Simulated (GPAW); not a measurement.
## GaP (F-43m): refractive index against wavelength

The refractive index of GaP (F-43m) below the direct gap (1.69 eV on the mesh) is read from one computed spectrum, n = √(Re ε).

It takes space group F-43m (No. 216, cubic). The conventional cell has a = 5.451 Å, b = 5.451 Å, c = 5.451 Å, α = 90.00°, β = 90.00°, γ = 90.00°. Ga on site a is surrounded by 4 P at 2.36 Å. P on site c has 4 Ga at 2.36 Å as nearest neighbours.

Method: GPAW 26.7.0, LDA, RPA, k-mesh 11×11×11, local fields up to 50 eV, Lorentzian half width 0.15 eV.

Launch of the response step: `OMP_NUM_THREADS=1 python df.py`. The run took 80 s, its band step included, on 1 thread of Arm Neoverse N1 (shared host).

| wavelength (nm) | photon energy E (eV) | n |
| --- | --- | --- |
| 3000 | 0.413 | 3.2488 |
| 2000 | 0.620 | 3.2719 |
| 1550 | 0.800 | ? |
| 1310 | 0.946 | 3.3318 |
| 1064 | 1.165 | 3.3933 |

In the single-oscillator model n² − 1 = E₀E_d/(E₀² − E²), so 1/(n² − 1) = E₀/E_d − E²/(E₀E_d) is linear in E².

Working, on the rows shown:

| x = E² (eV²) | y = 1/(n² − 1) |
| --- | --- |
| 0.170801 | 0.104661 |
| 0.384302 | 0.103036 |
| 0.895757 | 0.0990012 |
| 1.35784 | 0.0951069 |

Means: x̄ = 0.70218, ȳ = 0.10045. Σ(x − x̄)(y − ȳ) = -0.006843, Σ(x − x̄)² = 0.8508. Slope = -0.006843 / 0.8508 = -0.008043; intercept = ȳ − slope · x̄ = 0.1061. Turned back into n, the line misses the rows shown by at most 0.0016.

Predict the last column of the withheld row from the fit.

At x = 0.63984 the line gives y = 0.10095, that is 3.3024. The run gave 3.3011, so the interpolation is off by 0.0013, 0.9 % of the range in the table.

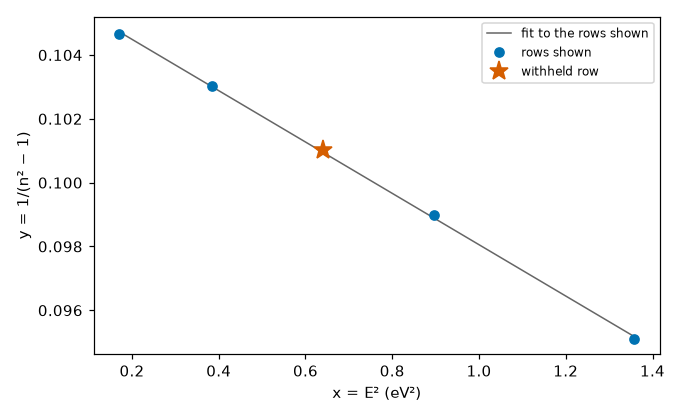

Refitted with all rows, the slope is -0.008048 and the intercept 0.10612. These give E₀ = √(intercept/−slope) = 3.63 eV and E_d = E₀/intercept = 34.2 eV; E₀ is 2.2 times the direct gap. The electronic limit at long wavelengths, without lattice vibrations, is n = √(1 + 1/intercept) = 3.229. Excitons are left out; LDA gaps are as a rule too small. The values come from a sum over the points of one k-mesh and carry its error, which grows as the direct gap shrinks. Spin-orbit coupling is left out.
